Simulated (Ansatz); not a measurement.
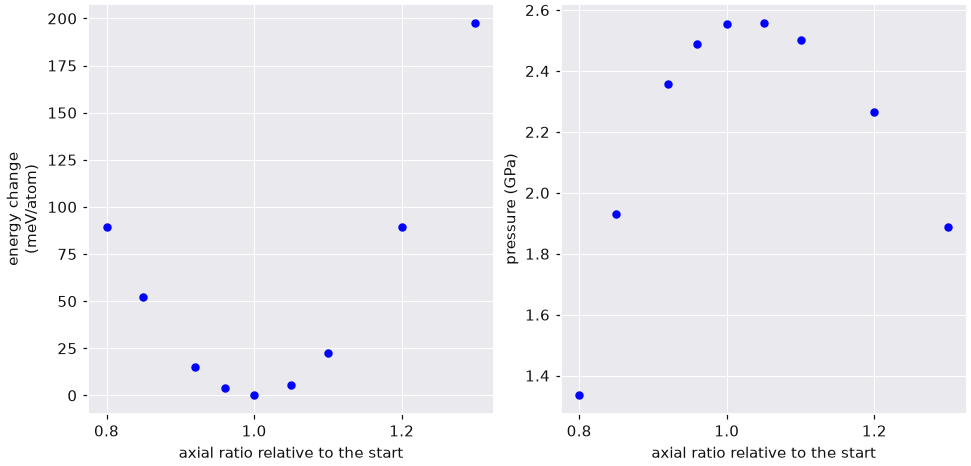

The figure shows the energy change and pressure against relative axial ratio for Bi₂Se₃, space group R-3m (No. 166).

Cell as given: a = 9.840 Å, b = 9.840 Å, c = 9.840 Å, α = 24.30°, β = 24.30°, γ = 24.30°; 5 atoms.

Method: deformation of a crystal at fixed volume, lengths along the axis scaled against those across it, fractional coordinates fixed, by plane-wave density functional theory with PAW datasets, free energies less that of the undisturbed cell, pressure positive in compression; scalar-relativistic (Ansatz 0.2.0). Level: PBE, no spin polarisation.

- wave cutoff: 420 eV
- k mesh: 12×12×12
- occupations: Gaussian
- smearing width: 0.03 eV
- k shift: (0, 0, 0) (mesh steps)
- start: as given
- path: axial
- axis direction: (0, 0, 1) (Cartesian unit vector)

Give the values behind the plot as a table.

| axial ratio relative to the start | energy change (meV/atom) | pressure (GPa) |
| --- | --- | --- |
| 0.80 | 89 | 1.335 |
| 0.85 | 52 | 1.932 |
| 0.92 | 15 | 2.358 |
| 0.96 | 4 | 2.489 |
| 1.00 | 0 | 2.553 |
| 1.05 | 5 | 2.559 |
| 1.10 | 22 | 2.501 |
| 1.20 | 90 | 2.264 |
| 1.30 | 198 | 1.888 |

Limits of the calculation: gap closes along the scan on a mesh chosen for the insulator; narrow smearing for a metal; reference crystal is not relaxed; shape and atomic fractions are frozen while scaling, which makes layered, chain and framework solids too stiff.
